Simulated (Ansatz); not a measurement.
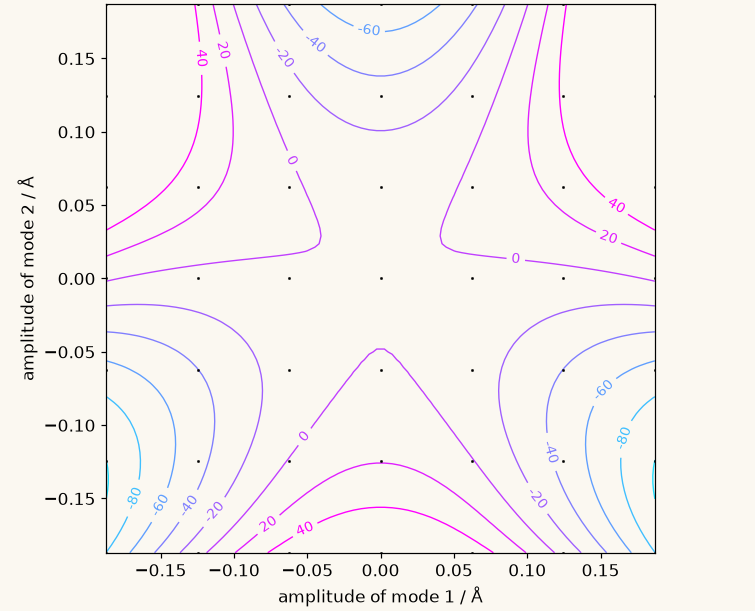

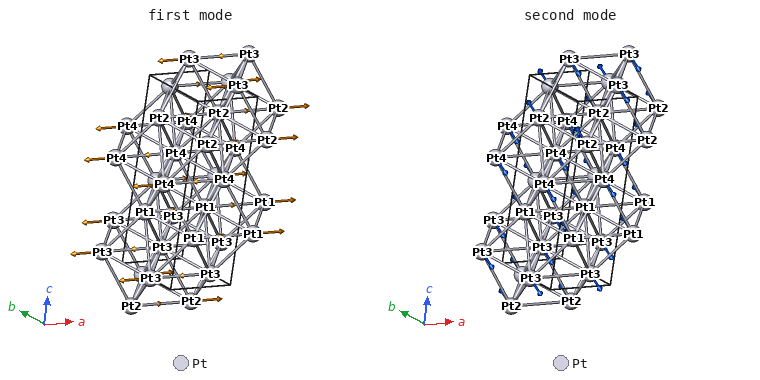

Energy landscape of Pt (P6_3/mmc, No. 194; 4 atoms in the cell). The energy is mapped over two normal modes frozen in (zone-centre modes of the 4-atom cell of this scan, which folds in the wave vector (0, 0, 1/2) of the primitive cell). Coordinates scanned: (1) amplitude of mode 1 (22i cm⁻¹), largest displacement; (2) amplitude of mode 2 (22i cm⁻¹), largest displacement. Nothing is relaxed (the cell and all other modes fixed). Grid: 7 × 7 points; 28 points were computed and 21 follow by symmetry. Points are written as (first, second). All energies are given in meV per cell relative to the relaxed high-symmetry cell. The calculation used DFT PBE, scalar-relativistic, plane waves, PAW (Ansatz 0.2.0). Settings: cutoff 420 eV, k-mesh 18×18×6 in the order of the run's cell vectors, gaussian smearing 0.15 eV, no spin polarisation.

Drawn: contour lines labelled in meV (none above 40), dots at the grid points. Between grid points the surface is interpolated. The second picture is the reference structure; its two panels give the patterns of the first and the second mode as arrows.

What does the map say about the system?

The lowest grid point is at (−0.187 Å, −0.125 Å), −100 meV from the relaxed high-symmetry cell. It lies at the edge of the scanned range, so the true minimum may lie outside. The energy also falls towards the edge at (0.000 Å, 0.187 Å) (26 meV above the lowest), where a further well may lie outside the range. Relaxing all atoms from the lowest point lowers the energy by a further 80 meV. The highest grid point, (−0.187 Å, 0.187 Å), lies 249 meV above the lowest. The reference (P6_3/mmc) is not the lowest structure on this map: a distortion lowers the energy (space group P2_1/m at the lowest grid point).

The whole map (28 points run) took 16 min on 4 threads of Arm Neoverse N1, with other jobs on the host.

PAW datasets: the set soft_1.
